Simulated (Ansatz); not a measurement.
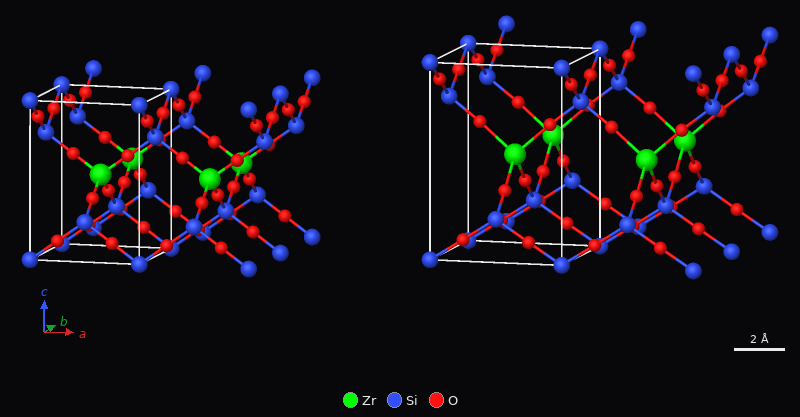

Two geometries of a crystal of ZrSi$_{3}$O$_{8}$ (a generated structure, set up in P-4m2) (coarse preliminary run), drawn at one scale. One is the start of a relaxation, the other its converged end. A ball-and-stick model of the cell of the calculation, repeated 2 × 2 × 1 with one cell outlined, seen slightly off an axis.

Level of theory: DFT PBE, scalar-relativistic, plane waves, PAW in Ansatz 0.2.0. Settings: plane-wave cutoff 420 eV; k-point mesh 4 × 4 × 4; occupations gaussian; smearing width 0.1 eV; no spin polarisation; cell and atoms relaxed; force threshold 0.04 eV/Å; at most 70 steps.

Which one is relaxed?

Answer. The right one is the relaxed one. The largest moves relative to the cell, 0.28 Å, are those of O atoms. By element the largest moves are O 0.28 Å, Si 0.24 Å. Zr stays in place. The volume changes by +79.9 %, with a = b 4.570 → 5.506 Å (+20.5 %), c 6.463 → 8.009 Å (+23.9 %). Among the contacts that change: Si–Zr 2.799 → 3.554 Å, O–Zr 1.399 → 1.937 Å, Si–Si 2.799 → 3.266 Å, O–Si 1.399 → 1.635 Å. Bond angles that change, for instance: O–Zr–O 109.5° → 98.4°, O–Si–O 109.5° → 115.6°, O–Zr–O 109.5° → 115.3°. The space group stays P-4m2 (No. 115). The energy falls by 60.398 eV per cell of the calculation in 11 accepted moves (14 points after the start). The largest force component goes from 32 to 0.018 eV/Å. The pressure goes from 237.76 to 0.11 GPa. The line search rejected the trial step at point 6 of the run. At 2 points the geometry stayed and the basis and grid were re-selected for the new cell (energy shift of 3.323 eV per cell of the calculation at most each time).
